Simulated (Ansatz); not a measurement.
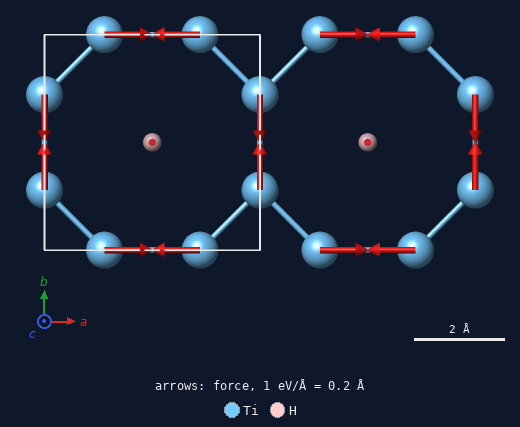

Starting geometry of solid Ti4H (a generated structure, set up in P4mm) (coarse preliminary run) with the computed forces as red arrows. The picture is a ball-and-stick view of the cell of the calculation, repeated 2 × 1 × 1 with one cell outlined, seen along the c axis.

Level of theory: Ansatz 0.2.0, DFT PBE, scalar-relativistic, plane waves, PAW. Settings: plane-wave cutoff 420 eV; k-point mesh 4 × 4 × 6; occupations gaussian; smearing width 0.1 eV; no spin polarisation; cell and atoms relaxed; force threshold 0.04 eV/Å; at most 70 steps.

**Is this structure relaxed? If not, where do the atoms go?**

It isn't relaxed: the largest force vector, on Ti atoms, is 5.50 eV/Å. The final displacements follow the starting forces only in part (cosine between the two patterns 0.40). The energy falls by 1178 meV per atom in 12 accepted moves (15 points after the start). The largest force component goes from 5.5 to 0.019 eV/Å. The pressure goes from 30.55 to 0.04 GPa. The line search rejected the trial step at point 7 of the run. At 2 points the geometry stayed and the basis and grid were re-selected for the new cell (energy shift of 38.0 meV per atom at most each time). The H atom moves most relative to the cell: 0.46 Å along −c. By element the largest moves are H 0.46 Å, Ti 0.15 Å. The drawn cell changes as follows: a = b 4.834 → 6.149 Å (+27.2 %), c 3.053 → 2.575 Å (−15.7 %); the volume changes by +36.5 %. Near-neighbour distances that change, for instance: Ti–Ti 2.690 → 3.610 Å, Ti–Ti 1.902 → 2.553 Å, H–Ti 2.736 → 3.326 Å, Ti–Ti 3.053 → 2.575 Å. The space group stays P4mm (No. 99).
